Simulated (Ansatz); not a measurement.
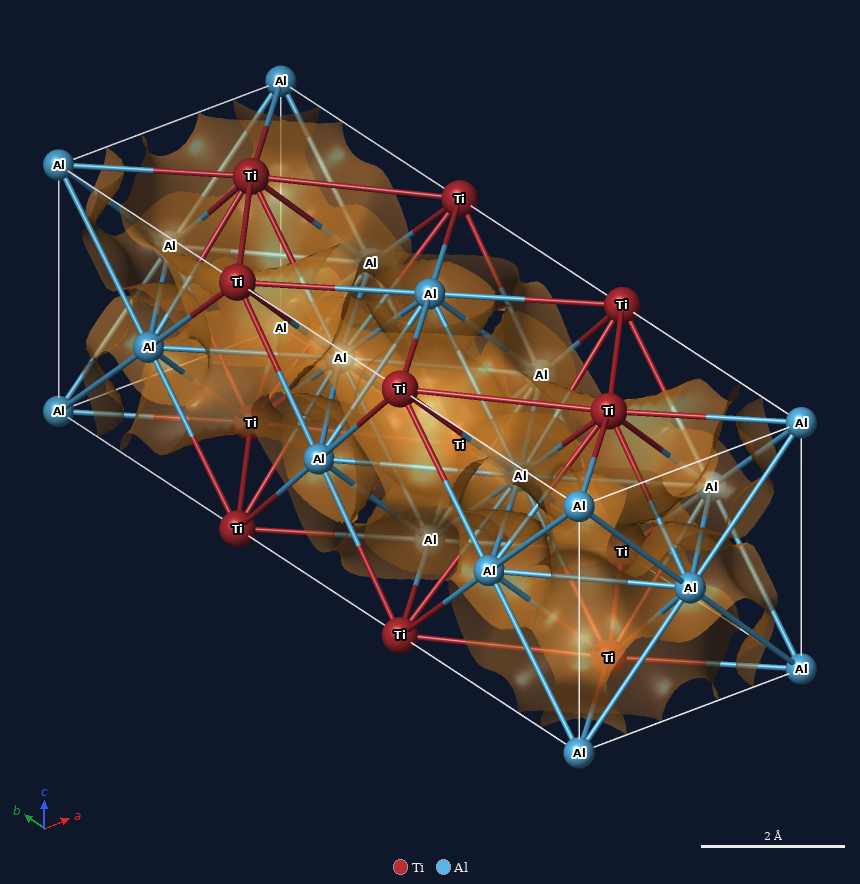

The picture shows: TiAl2. Isosurface of the electron localisation function at 0.55 (orange), seen at an oblique angle. Core shells and regions of very low density are left out. Sticks mark near contacts.

Space group Cmmm; computed without spin polarisation.

The calculation used DFT PBEsol, scalar-relativistic, plane waves, PAW (Ansatz).

Core electrons are frozen (PAW), and the valence fields are smoothed inside the atomic spheres.

```
Ti Al
1.0
     3.90067    0.00000    0.00000
     0.00000   12.05255    0.00000
     0.00000    0.00000    3.97242
Ti Al
4 8
Direct
  0.00000 0.34378 0.00000
  0.50000 0.84378 0.00000
  0.00000 0.65622 0.00000
  0.50000 0.15622 0.00000
  0.00000 0.00000 0.00000
  0.50000 0.50000 0.00000
  0.00000 0.17290 0.50000
  0.50000 0.67290 0.50000
  0.00000 0.82710 0.50000
  0.50000 0.32710 0.50000
  0.00000 0.50000 0.50000
  0.50000 0.00000 0.50000
```

Q: What do the ELF domains correspond to?

A: The surface consists of one network that runs through the whole crystal, counted in one cell of 12 atoms. Regions shared between cells count once. Along the contacts the grid gives the following. Al–Al (2.69 Å): the ELF peaks at about 0.70 between the atoms. Ti–Al (2.71 Å): the ELF is about 0.35 at the midpoint.
